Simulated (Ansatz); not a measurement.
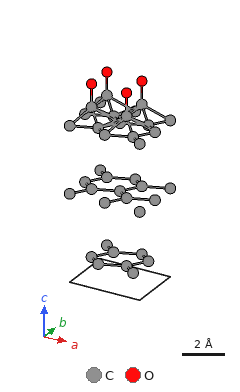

Starting structure of a slab of composition C7O (cut from the R-3m phase). Style: ball-and-stick. Shown: the 2 × 2 repeat of the cell, outlined in the plane, without the vacuum, slightly off an axis.

Case: CO put at a hollow C-C site. The slab is the (0 0 1) face of C with CO on it. 2 atoms are held fixed.

Theory: Ansatz 0.2.0, DFT PBE+D3(BJ), scalar-relativistic, plane waves, PAW.

Input
```yaml
crystal:
  lattice:
    - [2.4650495083, 0.0, 0.0]
    - [-1.2325247541, 2.1347954958, 0.0]
    - [0.0, 0.0, 26.8487123425]
  atoms:
    - { symbol: C, position: [0.6666666667, 0.3333333333, 0.3165887396] }
    - { symbol: C, position: [0.3333333333, 0.6666666667, 0.3166487054] }
    - { symbol: C, position: [0.3333333333, 0.6666666667, 0.4413079859] }
    - { symbol: C, position: [0.0, 0.0, 0.4413679518] }
    - { symbol: C, position: [0.0, 0.0, 0.5660272323] }
    - { symbol: C, position: [0.6666666667, 0.3333333333, 0.5660871981] }
    - { symbol: C, position: [0.3333333333, 0.6666666667, 0.5914142973] }
    - { symbol: O, position: [0.3333333333, 0.6666666667, 0.6342468914] }
basis:
  ecutwfc: 420
kpoints:
  mp_grid: { grid: [12, 12, 1] }
hamiltonian:
  xc: pbe
  dispersion: d3bj
scf:
  occupations: { method: gaussian, width: 0.05 }
output:
  forces: true
  eigenvalues: true
relax:
  adjacent_minimum: "off"
  f_tol: 0.03
  max_steps: 70
  constraints: [{ sites: [0, 1] }]
efield:
  axis: 3
  dipole_correction: true
  ramp_width: 0.04
```

Run as
```bash
ansatz run input.yaml --threads 1 --pin off --max-ram 2560MiB --backend cpu --events-out ev --progress --plain --runs-dir out
```

**Predict the outcome.**

The largest moves, 2.52 Å, are those of C7 and O8. C7 goes along the normal (+c). Largest moves by element: C 2.52 Å, O 2.50 Å. The cell stays as it was. Near-neighbour distances that change, for instance: C5–C7 1.578 → 3.470 Å, C7–O8 1.150 → 1.134 Å. Bonds break: C5–C7 (1.58 → 3.47 Å), C6–C7 (1.58 → 3.47 Å). Over 16 geometry steps the energy falls by 11.783 eV per cell of the calculation. Largest force component: 8.7 eV/Å at the start, 0.028 eV/Å at the end. The run may lie on a higher electronic state than the lowest, so the end point isn't shown to be the ground-state structure.

Step by step:

| step | E − E(0), meV/atom | largest force component, eV/Å |
| --- | --- | --- |
| 0 | 0.00 | 8.6954 |
| 1 | -245.43 | 10.8879 |
| 2 | -735.39 | 11.9164 |
| 3 | -967.84 | 13.4292 |
| 4 | -1180.02 | 9.5749 |
| 5 | -1339.79 | 4.4098 |
| 6 | -1410.73 | 2.3770 |
| 7 | -1442.00 | 0.4387 |
| 8 | -1455.37 | 0.3712 |
| 9 | -1462.01 | 0.2210 |
| 10 | -1466.08 | 0.5978 |
| 11 | -1469.46 | 0.0806 |
| 12 | -1471.34 | 0.1474 |
| 13 | -1472.30 | 0.3885 |
| 14 | -1472.67 | 0.5027 |
| 15 | -1472.83 | 0.1003 |
| 16 | -1472.93 | 0.0281 |

The end point in the same view:

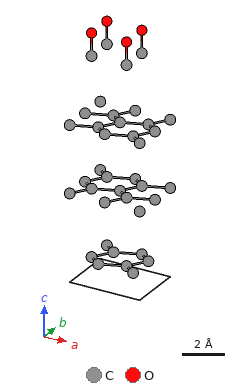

Limits of the set-up: the periodic images lie only 2.5 Å apart, so the values are limited by the cell's size.
